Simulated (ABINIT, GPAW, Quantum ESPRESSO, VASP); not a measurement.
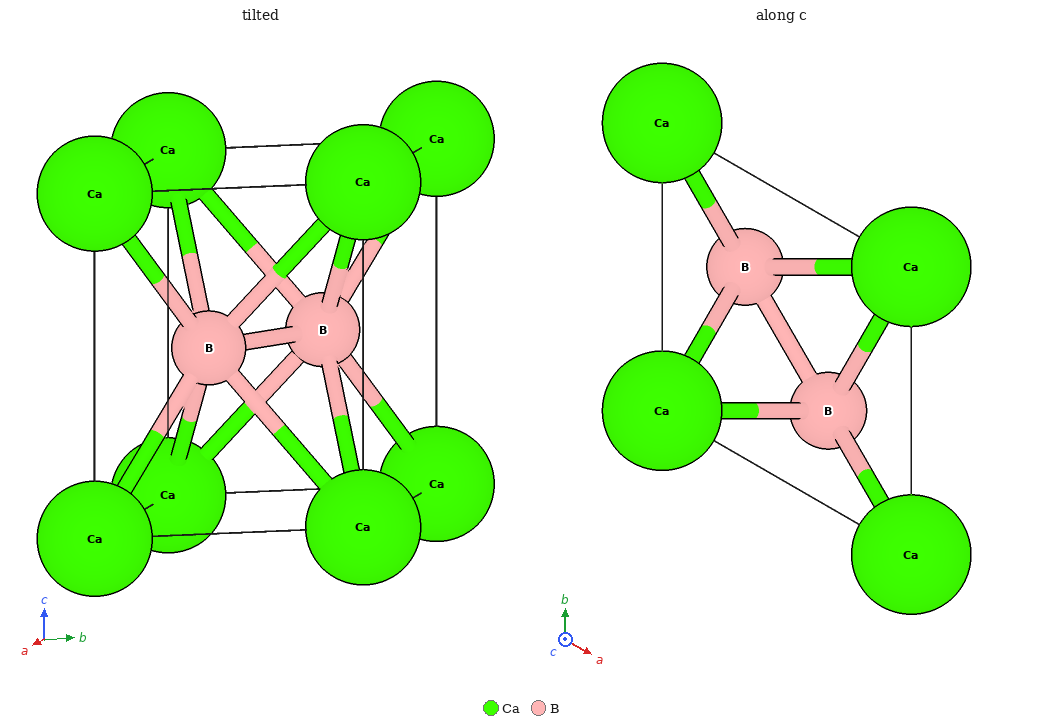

CaB₂, AlB₂ type, space group P6/mmm (No. 191), a = 3.226 Å, b = 3.226 Å, c = 4.067 Å, α = 90.00°, β = 90.00°, γ = 120.00° (12.22 Å³/atom). Structure drawing (ball-and-stick), viewed slightly off an axis and along the c axis. The conventional unit cell is outlined; an atom on or near a face, edge or corner is repeated at each equivalent position. The cell is a structure listed in the Materials Project. It needn't be the stable form of this composition.

The cell was scaled uniformly, at fixed shape and fractional positions, in four programs or potential sets. Alike in all runs: functional PBE; k mesh 9 × 9 × 7 on the run's cell of 3 atoms; occupations fermi-dirac, width 0.05 eV; no spin polarisation; no spin-orbit coupling.

Energies from GPAW (PAW data 1.2.1):

| volume (Å³/atom) | E − E(lowest point) (meV/atom) |
| --- | --- |
| 11.489 | 18.81 |
| 11.734 | 8.19 |
| 11.978 | 2.04 |
| 12.223 | 0.00 |
| 12.467 | 1.64 |
| 12.712 | 6.66 |
| 12.956 | 14.74 |

> Fit a third-order Birch-Murnaghan equation of state to these points.

V0 = 12.23 Å³/atom, B0 = 121 GPa and B0′ = 3.8. V0 lies 0.1 % above the volume of the cell as given.

The same fit in all programs:

| program | V0 (Å³/atom) | B0 (GPa) | B0′ |
| --- | --- | --- | --- |
| GPAW (PAW data 1.2.1) | 12.23 | 121 | 3.8 |
| VASP (PBE potentials, release 64 Ca_sv, B) | 12.22 | 121 | 3.7 |
| ABINIT (JTH PAW PBE v2.0) | ? | ? | ? |
| Quantum ESPRESSO (SSSP 1.3 efficiency) | 12.18 | 121 | 3.7 |

> Estimate the row of ABINIT (JTH PAW PBE v2.0).

V0 = 12.18 Å³/atom, B0 = 121 GPa and B0′ = 3.6. The other rows span 12.18 to 12.23 Å³/atom and 121 to 121 GPa.

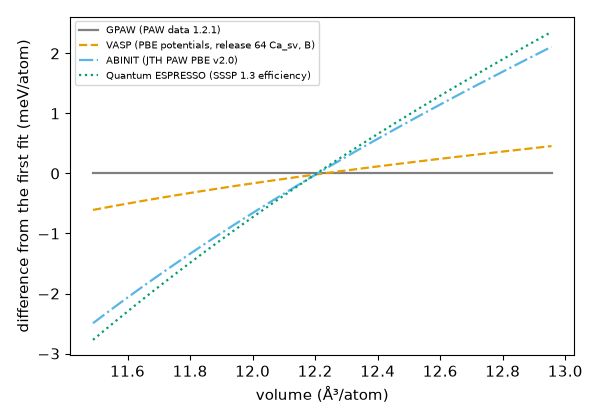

Each fitted curve, counted from its own minimum, less that of GPAW (PAW data 1.2.1). With one functional throughout, the spread comes from potentials, basis sets and numerical settings; B0′ is uncertain by a few tenths over so narrow a range.

Caveat: the cell was scaled at fixed shape and fractional positions, which overstates the stiffness of a crystal with free parameters, most of all of layers and chains.
